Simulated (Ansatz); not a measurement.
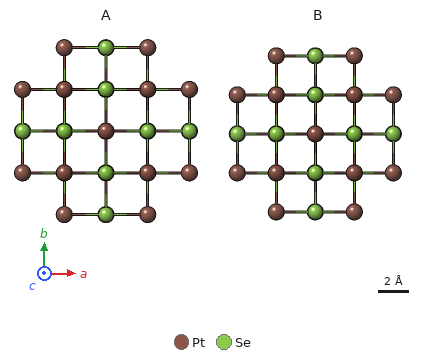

Two geometries of solid PtSe (a generated structure, set up in Fm-3m), drawn at one scale. One is the start of a relaxation, the other its converged end. The picture is a ball-and-stick view of the conventional cell (4 times the calculation's cell), seen along the c axis. Lengths and directions refer to the drawn axes.

Method: Ansatz 0.2.0, Kohn-Sham DFT of a periodic cell, HSE06, Ansatz PAW. Settings: plane-wave cutoff 420 eV; k-point mesh 4 × 4 × 4; occupations fermi-dirac; smearing width 0.05 eV; no spin polarisation; cell and atoms relaxed; force threshold 0.01 eV/Å; at most 40 steps.

> Which geometry has the lower energy?

Structure B is the relaxed one. The run lets cell and atoms move. No atom moves by more than 0.005 Å relative to the cell. The volume changes by −18.2 %, with a = b = c 5.597 → 5.235 Å (−6.5 %). Near-neighbour distances that change, for instance: Pt–Se 2.798 → 2.617 Å. The space group stays Fm-3m (No. 225). Over 4 accepted moves (5 points after the start) the energy falls by 0.507 eV per cell of the calculation. All forces vanish by symmetry, so only the cell relaxes. Pressure: −16.49 GPa at the start and −0.01 GPa at the end. The SCF was repeated once at an unchanged geometry on a basis and grid sized afresh for the cell, which shifted the energy by 2.2 meV per cell of the calculation at most. The run took 40 s on 2 threads of Arm Neoverse V1, on a shared host, peak memory 0.74 GiB.

Limits of the set-up: the k-point mesh is coarse for a cell with partly filled bands.
